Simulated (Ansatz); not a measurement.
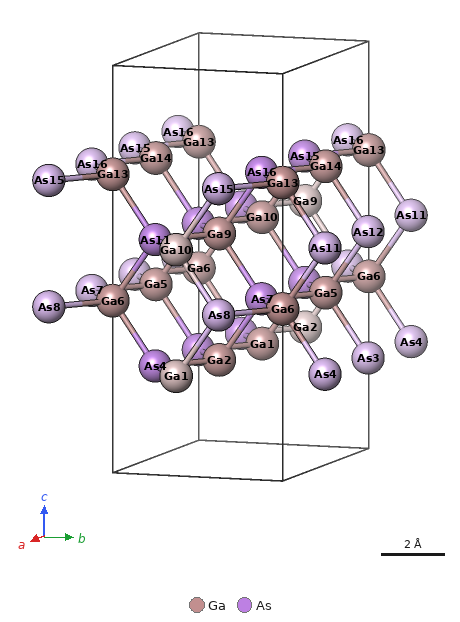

Figure 1. The structure as given in the input (ball-and-stick view of the cell of the calculation, with the vacuum cut short, seen slightly off an axis; neighbours outside the cell are drawn fainter; atoms are numbered from 1 in the order of the input). An atom can appear more than once, as a periodic image. Near neighbours in the periodic cell (some may lie outside the picture): Ga has 3 As at 2.49 Å; As has 3 Ga at 2.49 Å; Ga has 4 As at 2.49 Å; As has 4 Ga at 2.49 Å.

GaAs: geometry relaxation (part 1 of 3)

The run: geometry relaxation of GaAs (slab, 16 atoms in the cell). Method and program: DFT PBE, scalar-relativistic, plane waves, PAW, no spin polarisation (Ansatz 0.2.0).

The structure derives from an entry of the Crystallography Open Database. The input holds or restrains some coordinates. Forces given for the steps count only the free coordinates. It belongs to a series of runs on one base structure; here: clean slab, lower planes held. Figures and captions count atoms from 1; the log counts them from 0 in places.

Log
```
Engine: ansatz 0.2.0, x86_64-unknown-linux-gnu
Pseudopotentials: kind: paw
Pseudopotential: Ga, paw, valence charge 13, recommended cutoff 420 eV (normal), Ga.paw.azcp
Pseudopotential: As, paw, valence charge 15, recommended cutoff 420 eV (normal), As.paw.azcp
Functional definition: PBE
  parameter kappa = 0.804
  parameter beta = 0.06672455060314922
  exchange = pbe_x(kappa = kappa, mu = beta*pi^2/3)
  correlation = pbe_c(beta = beta)
Crystal: 16 atoms, lattice volume = 1031.396 Å³
Basis set: ecut = 420 eV, 20197 PW (Γ), exchange–correlation on 120×80×300 points (8 copies of the dense FFT grid, shifted against one another)
Bands: 135, of which v1, the nominal top of the filled ones, is band 112 counted from 1 (111 counted from 0)
Symmetry: 4 space group operations
k-points: 4 of 6 (time reversal used)
Non-local potential: Ga, projectors of the file, l = 0: 2, l = 1: 2, l = 2: 3, l = 3: 1
Non-local potential: As, projectors of the file, l = 0: 2, l = 1: 2, l = 2: 3, l = 3: 1
PAW form: soft (Blöchl's): semilocal exchange-correlation on the pseudo side does not see the compensation charge
PAW one-centre angular grid: Ga, 590 points (default); XC on 64 Gauss nodes
PAW one-centre angular grid: As, 590 points (default); XC on 64 Gauss nodes
Initial density: superposition of atomic densities (neutral atoms: chi_scale 0, normalization atom), corrected by the library's trained network
Initial wavefunctions: pseudopotential atomic-orbital guess
Functional: x = pbe(κ = 0.804, μ = 0.2195149727645171), c = pbe(β = 0.06672455060314922)
SCF iter   1: F=—  HF=-69112.943645 eV  |F-HF|=—  |Δ(HF+E_count)|=         —  Δρ=1.53e-3  dr2=5.13e-2  ethr=1.77e-3  p=0.000 e·Å  D=1.39e-13 V/Å  ΔV_dip=-0.00 eV  dr2_dipole=1.63e-8  V_vac-E_F(+/−)=4.53/4.53 eV  ⟨swp⟩=5.8  Hψ=1893  notcnv=0  defer=29
efield: sawtooth ramp at fractional position 0.9800 (placed from the atoms, in the widest stretch of the axis that holds none; the zero of the levels goes with the place), width 0.0400; the density the first Hamiltonian is built on has a dipole p = 0.000 e·Å; the dipole correction subtracts the counter field D = 1.39e-13 V/Å, which shifts the + side's vacuum level by -0.00 eV against the − side's; the planar-averaged density in the ramp window peaks in size at 1.2e-6 e/Å³
preconditioner: auto → Resta (q_TF=auto, 2.115 Å⁻¹)  ε∞=2.0  [insulator: Δε(μ)=0.577 eV  Ē_g=13.789 eV  σ=0.050 eV  W_gap=1.00  n_scr=160 (ndim 8)  ℏωp=13.9 eV  f_vac=0.589  D(μ)=0.00/eV (n_scr^D=0)  ε∞_Penn≈2.0  vacuum switching on, ρ_ref=1.4e-2 e/Å³]
SCF iter   2: F=—  HF=-69112.932922 eV  |F-HF|=—  |Δ(HF+E_count)|=   1.07e-2  Δρ=7.55e-4  dr2=8.05e-3  ethr=2.29e-5  p=-0.000 e·Å  D=-1.98e-5 V/Å  ΔV_dip=0.00 eV  dr2_dipole=4.98e-7  V_vac-E_F(+/−)=4.49/4.49 eV  ⟨swp⟩=2.0  Hψ=928  notcnv=0  defer=71
SCF iter   3: F=—  HF=-69112.933769 eV  |F-HF|=—  |Δ(HF+E_count)|=   8.47e-4  Δρ=3.55e-4  dr2=2.63e-3  ethr=3.60e-6  p=0.001 e·Å  D=9.21e-5 V/Å  ΔV_dip=-0.00 eV  dr2_dipole=1.08e-5  V_vac-E_F(+/−)=4.44/4.45 eV  ⟨swp⟩=2.0  Hψ=832  notcnv=0  defer=71
SCF iter   4: F=—  HF=-69112.934823 eV  |F-HF|=—  |Δ(HF+E_count)|=   1.05e-3  Δρ=1.46e-4  dr2=1.39e-3  ethr=1.17e-6  p=-0.003 e·Å  D=-5.14e-4 V/Å  ΔV_dip=0.01 eV  dr2_dipole=3.42e-4  V_vac-E_F(+/−)=4.45/4.44 eV  ⟨swp⟩=2.0  Hψ=586  notcnv=0  defer=71
SCF iter   5: F=—  HF=-69112.935127 eV  |F-HF|=—  |Δ(HF+E_count)|=   3.04e-4  Δρ=1.49e-4  dr2=4.58e-3  ethr=6.19e-7  p=0.008 e·Å  D=1.35e-3 V/Å  ΔV_dip=-0.03 eV  dr2_dipole=2.33e-3  V_vac-E_F(+/−)=4.42/4.45 eV  ⟨swp⟩=2.0  Hψ=541  notcnv=0  defer=71  recentre
SCF iter   6: F=—  HF=-69112.934832 eV  |F-HF|=—  |Δ(HF+E_count)|=   2.95e-4  Δρ=7.92e-5  dr2=4.43e-4  ethr=6.19e-7  p=-0.002 e·Å  D=-3.86e-4 V/Å  ΔV_dip=0.01 eV  dr2_dipole=1.90e-4  V_vac-E_F(+/−)=4.44/4.43 eV  ⟨swp⟩=2.0  Hψ=527  notcnv=0  defer=71
SCF iter   7: F=-69112.934844 eV  HF=-69112.934856 eV  |F-HF|=1.29e-5  |Δ(HF+E_count)|=   2.42e-5  Δρ=2.62e-5  dr2=2.15e-5  ethr=1.00e-8  p=-0.000 e·Å  D=-7.17e-5 V/Å  ΔV_dip=0.00 eV  dr2_dipole=6.71e-6  V_vac-E_F(+/−)=4.43/4.43 eV  ⟨swp⟩=19.2  Hψ=4979  notcnv=0
SCF 1 converged in 7 iterations: F = -69112.934844 eV  dr2 = 2.15e-5
  greatest PAW one-centre occupation: 0.999 electrons in one spin orbital (limit 2), on the As atom at site 15 (counted from 0), in its partial waves of l = 2
relax step   1: F+E_penalty+E_count = -69112.93484355 eV  Δ(F+E_penalty+E_count) = +0.000e0 eV  max|allowed force component| = 1.147e0 eV/Å  Δτ_max = 0.0000 Å  (7 SCF iters, dr2 threshold 2.25e-5 eV, accepted)
Initial density: handed on by an earlier stage of this run
Initial wavefunctions: those handed on with the density
iter 1 solved again at ethr=3.55e-5 eV; its pass at ethr=3.10e-3 eV (dr2=7.94e-2 eV) is discarded
SCF iter   1: F=—  HF=-69113.673707 eV  |F-HF|=—  |Δ(HF+E_count)|=         —  Δρ=3.99e-3  dr2=7.93e-2  ethr=3.55e-5  p=-0.000 e·Å  D=-6.91e-5 V/Å  ΔV_dip=0.00 eV  dr2_dipole=5.45e-4  V_vac-E_F(+/−)=4.43/4.43 eV  ⟨swp⟩=1.8  Hψ=1729  notcnv=0  defer=74
efield: sawtooth ramp at fractional position 0.9800 (handed on by an earlier solve), width 0.0400; the density the first Hamiltonian is built on has a dipole p = -0.000 e·Å; the dipole correction subtracts the counter field D = -6.91e-5 V/Å, which shifts the + side's vacuum level by +0.00 eV against the − side's; the planar-averaged density in the ramp window peaks in size at 7.2e-6 e/Å³
preconditioner: auto → Resta (q_TF=auto, 2.115 Å⁻¹)  ε∞=2.0  [insulator: Δε(μ)=0.643 eV  Ē_g=13.805 eV  σ=0.050 eV  W_gap=1.00  n_scr=160 (ndim 8)  ℏωp=13.9 eV  f_vac=0.591  D(μ)=0.00/eV (n_scr^D=0)  ε∞_Penn≈2.0  vacuum switching on, ρ_ref=1.4e-2 e/Å³]
SCF iter   2: F=—  HF=-69113.666702 eV  |F-HF|=—  |Δ(HF+E_count)|=   7.01e-3  Δρ=1.95e-3  dr2=4.89e-2  ethr=3.54e-5  p=0.019 e·Å  D=3.27e-3 V/Å  ΔV_dip=-0.07 eV  dr2_dipole=1.88e-2  V_vac-E_F(+/−)=4.41/4.48 eV  ⟨swp⟩=2.0  Hψ=626  notcnv=0  defer=74
SCF iter   3: F=—  HF=-69113.713478 eV  |F-HF|=—  |Δ(HF+E_count)|=   4.68e-2  Δρ=1.64e-3  dr2=5.67e-1  ethr=2.18e-5  p=-0.124 e·Å  D=-2.18e-2 V/Å  ΔV_dip=0.48 eV  dr2_dipole=2.90e-1  V_vac-E_F(+/−)=4.73/4.25 eV  ⟨swp⟩=2.2  Hψ=591  notcnv=0  defer=74  recentre
SCF iter   4: F=—  HF=-69113.664382 eV  |F-HF|=—  |Δ(HF+E_count)|=   4.91e-2  Δρ=3.73e-4  dr2=2.53e-3  ethr=2.18e-5  p=-0.013 e·Å  D=-2.34e-3 V/Å  ΔV_dip=0.05 eV  dr2_dipole=8.38e-4  V_vac-E_F(+/−)=4.51/4.46 eV  ⟨swp⟩=2.2  Hψ=682  notcnv=0  defer=74
SCF iter   5: F=—  HF=-69113.664625 eV  |F-HF|=—  |Δ(HF+E_count)|=   2.43e-4  Δρ=1.28e-4  dr2=1.32e-4  ethr=1.13e-6  p=-0.021 e·Å  D=-3.60e-3 V/Å  ΔV_dip=0.08 eV  dr2_dipole=1.50e-7  V_vac-E_F(+/−)=4.53/4.45 eV  ⟨swp⟩=2.0  Hψ=565  notcnv=0  defer=74
SCF iter   6: F=-69113.664684 eV  HF=-69113.664688 eV  |F-HF|=3.41e-6  |Δ(HF+E_count)|=   6.30e-5  Δρ=4.14e-5  dr2=1.30e-5  ethr=3.67e-8  p=-0.020 e·Å  D=-3.53e-3 V/Å  ΔV_dip=0.08 eV  dr2_dipole=2.34e-8  V_vac-E_F(+/−)=4.53/4.45 eV  ⟨swp⟩=19.2  Hψ=5164  notcnv=0
SCF 2 converged in 6 iterations: F = -69113.664684 eV  dr2 = 1.30e-5
relax step   2: F+E_penalty+E_count = -69113.66468435 eV  Δ(F+E_penalty+E_count) = -7.298e-1 eV  max|allowed force component| = 7.133e-1 eV/Å  Δτ_max = 0.1949 Å  (6 SCF iters, dr2 threshold 8.22e-5 eV, accepted)
SCF iter   1: F=—  HF=-69113.966081 eV  |F-HF|=—  |Δ(HF+E_count)|=         —  Δρ=3.73e-3  dr2=6.93e-2  ethr=2.66e-4  p=-0.020 e·Å  D=-3.53e-3 V/Å  ΔV_dip=0.08 eV  dr2_dipole=4.46e-3  V_vac-E_F(+/−)=4.52/4.44 eV  ⟨swp⟩=4.5  Hψ=1250  notcnv=0  defer=66
efield: sawtooth ramp at fractional position 0.9800 (handed on by an earlier solve), width 0.0400; the density the first Hamiltonian is built on has a dipole p = -0.020 e·Å; the dipole correction subtracts the counter field D = -3.53e-3 V/Å, which shifts the + side's vacuum level by +0.08 eV against the − side's; the planar-averaged density in the ramp window peaks in size at 3.3e-6 e/Å³
preconditioner: auto → Resta (q_TF=auto, 2.115 Å⁻¹)  ε∞=2.0  [insulator: Δε(μ)=0.639 eV  Ē_g=13.813 eV  σ=0.050 eV  W_gap=1.00  n_scr=160 (ndim 8)  ℏωp=13.9 eV  f_vac=0.593  D(μ)=0.00/eV (n_scr^D=0)  ε∞_Penn≈2.0  vacuum switching on, ρ_ref=1.4e-2 e/Å³]
SCF iter   2: F=—  HF=-69113.968364 eV  |F-HF|=—  |Δ(HF+E_count)|=   2.28e-3  Δρ=1.90e-3  dr2=1.03e-1  ethr=3.09e-5  p=0.039 e·Å  D=6.91e-3 V/Å  ΔV_dip=-0.15 eV  dr2_dipole=4.86e-2  V_vac-E_F(+/−)=4.39/4.54 eV  ⟨swp⟩=2.0  Hψ=934  notcnv=0  defer=69
SCF iter   3: F=—  HF=-69113.978039 eV  |F-HF|=—  |Δ(HF+E_count)|=   9.68e-3  Δρ=1.46e-3  dr2=1.89e-1  ethr=3.09e-5  p=-0.086 e·Å  D=-1.51e-2 V/Å  ΔV_dip=0.33 eV  dr2_dipole=9.28e-2  V_vac-E_F(+/−)=4.69/4.36 eV  ⟨swp⟩=2.0  Hψ=575  notcnv=0  defer=69
SCF iter   4: F=—  HF=-69113.960379 eV  |F-HF|=—  |Δ(HF+E_count)|=   1.77e-2  Δρ=2.85e-4  dr2=1.09e-3  ethr=3.09e-5  p=-0.017 e·Å  D=-3.02e-3 V/Å  ΔV_dip=0.07 eV  dr2_dipole=1.65e-4  V_vac-E_F(+/−)=4.55/4.48 eV  ⟨swp⟩=2.0  Hψ=627  notcnv=0  defer=69
SCF iter   5: F=—  HF=-69113.960613 eV  |F-HF|=—  |Δ(HF+E_count)|=   2.34e-4  Δρ=1.32e-4  dr2=2.02e-4  ethr=4.88e-7  p=-0.021 e·Å  D=-3.70e-3 V/Å  ΔV_dip=0.08 eV  dr2_dipole=3.74e-8  V_vac-E_F(+/−)=4.56/4.48 eV  ⟨swp⟩=2.0  Hψ=609  notcnv=0  defer=69
SCF iter   6: F=—  HF=-69113.960674 eV  |F-HF|=—  |Δ(HF+E_count)|=   6.03e-5  Δρ=5.39e-5  dr2=4.45e-5  ethr=9.00e-8  p=-0.021 e·Å  D=-3.75e-3 V/Å  ΔV_dip=0.08 eV  dr2_dipole=1.98e-7  V_vac-E_F(+/−)=4.56/4.48 eV  ⟨swp⟩=2.0  Hψ=591  notcnv=0  defer=69
SCF iter   7: F=-69113.960677 eV  HF=-69113.960677 eV  |F-HF|=3.68e-7  |Δ(HF+E_count)|=   2.98e-6  Δρ=1.76e-5  dr2=3.03e-6  ethr=1.42e-8  p=-0.021 e·Å  D=-3.70e-3 V/Å  ΔV_dip=0.08 eV  dr2_dipole=1.25e-10  V_vac-E_F(+/−)=4.56/4.48 eV  ⟨swp⟩=19.5  Hψ=5547  notcnv=0
SCF 3 converged in 7 iterations: F = -69113.960677 eV  dr2 = 3.03e-6
relax step   3: F+E_penalty+E_count = -69113.96067700 eV  Δ(F+E_penalty+E_count) = -2.960e-1 eV  max|allowed force component| = 2.459e-1 eV/Å  Δτ_max = 0.1949 Å  (7 SCF iters, dr2 threshold 3.18e-5 eV, accepted)
SCF iter   1: F=—  HF=-69114.008890 eV  |F-HF|=—  |Δ(HF+E_count)|=         —  Δρ=4.17e-3  dr2=1.45e-1  ethr=2.95e-4  p=-0.021 e·Å  D=-3.70e-3 V/Å  ΔV_dip=0.08 eV  dr2_dipole=3.06e-2  V_vac-E_F(+/−)=4.54/4.46 eV  ⟨swp⟩=4.0  Hψ=1242  notcnv=0  defer=61
efield: sawtooth ramp at fractional position 0.9800 (handed on by an earlier solve), width 0.0400; the density the first Hamiltonian is built on has a dipole p = -0.021 e·Å; the dipole correction subtracts the counter field D = -3.70e-3 V/Å, which shifts the + side's vacuum level by +0.08 eV against the − side's; the planar-averaged density in the ramp window peaks in size at 6.6e-6 e/Å³
preconditioner: auto → Resta (q_TF=auto, 2.115 Å⁻¹)  ε∞=2.0  [insulator: Δε(μ)=0.677 eV  Ē_g=13.821 eV  σ=0.050 eV  W_gap=1.00  n_scr=160 (ndim 8)  ℏωp=13.9 eV  f_vac=0.593  D(μ)=0.00/eV (n_scr^D=0)  ε∞_Penn≈2.0  vacuum switching on, ρ_ref=1.4e-2 e/Å³]
SCF iter   2: F=—  HF=-69114.044467 eV  |F-HF|=—  |Δ(HF+E_count)|=   3.56e-2  Δρ=2.51e-3  dr2=4.87e-1  ethr=6.46e-5  p=0.134 e·Å  D=2.35e-2 V/Å  ΔV_dip=-0.52 eV  dr2_dipole=2.45e-1  V_vac-E_F(+/−)=4.16/4.68 eV  ⟨swp⟩=2.5  Hψ=704  notcnv=0  defer=71  recentre
SCF iter   3: F=—  HF=-69114.001398 eV  |F-HF|=—  |Δ(HF+E_count)|=   4.31e-2  Δρ=2.80e-3  dr2=8.47e-2  ethr=6.46e-5  p=-0.023 e·Å  D=-4.08e-3 V/Å  ΔV_dip=0.09 eV  dr2_dipole=2.53e-2  V_vac-E_F(+/−)=4.55/4.46 eV  ⟨swp⟩=3.0  Hψ=579  notcnv=0  defer=71
SCF iter   4: F=—  HF=-69113.995149 eV  |F-HF|=—  |Δ(HF+E_count)|=   6.25e-3  Δρ=1.62e-3  dr2=1.06e-2  ethr=3.78e-5  p=0.012 e·Å  D=2.02e-3 V/Å  ΔV_dip=-0.04 eV  dr2_dipole=5.27e-6  V_vac-E_F(+/−)=4.46/4.51 eV  ⟨swp⟩=2.0  Hψ=630  notcnv=0  defer=66
SCF iter   5: F=—  HF=-69113.996856 eV  |F-HF|=—  |Δ(HF+E_count)|=   1.71e-3  Δρ=1.37e-4  dr2=4.56e-4  ethr=4.75e-6  p=0.007 e·Å  D=1.31e-3 V/Å  ΔV_dip=-0.03 eV  dr2_dipole=3.86e-5  V_vac-E_F(+/−)=4.48/4.51 eV  ⟨swp⟩=2.0  Hψ=779  notcnv=0  defer=66
SCF iter   6: F=—  HF=-69113.996790 eV  |F-HF|=—  |Δ(HF+E_count)|=   6.69e-5  Δρ=7.06e-5  dr2=4.80e-5  ethr=2.04e-7  p=0.006 e·Å  D=1.14e-3 V/Å  ΔV_dip=-0.03 eV  dr2_dipole=4.19e-6  V_vac-E_F(+/−)=4.48/4.51 eV  ⟨swp⟩=2.0  Hψ=567  notcnv=0  defer=66
SCF iter   7: F=—  HF=-69113.996800 eV  |F-HF|=—  |Δ(HF+E_count)|=   1.03e-5  Δρ=3.41e-5  dr2=7.43e-6  ethr=2.14e-8  p=0.006 e·Å  D=1.03e-3 V/Å  ΔV_dip=-0.02 eV  dr2_dipole=3.85e-8  V_vac-E_F(+/−)=4.48/4.51 eV  ⟨swp⟩=2.0  Hψ=761  notcnv=0  defer=66
SCF iter   8: F=-69113.996802 eV  HF=-69113.996802 eV  |F-HF|=1.28e-7  |Δ(HF+E_count)|=   2.58e-6  Δρ=1.07e-5  dr2=1.13e-6  ethr=3.21e-9  p=0.006 e·Å  D=1.04e-3 V/Å  ΔV_dip=-0.02 eV  dr2_dipole=1.17e-8  V_vac-E_F(+/−)=4.48/4.51 eV  ⟨swp⟩=18.8  Hψ=5363  notcnv=0
SCF 4 converged in 8 iterations: F = -69113.996802 eV  dr2 = 1.13e-6
relax step   4: F+E_penalty+E_count = -69113.99680248 eV  Δ(F+E_penalty+E_count) = -3.613e-2 eV  max|allowed force component| = 1.869e-1 eV/Å  Δτ_max = 0.1610 Å  (8 SCF iters, dr2 threshold 7.18e-6 eV, accepted)
```
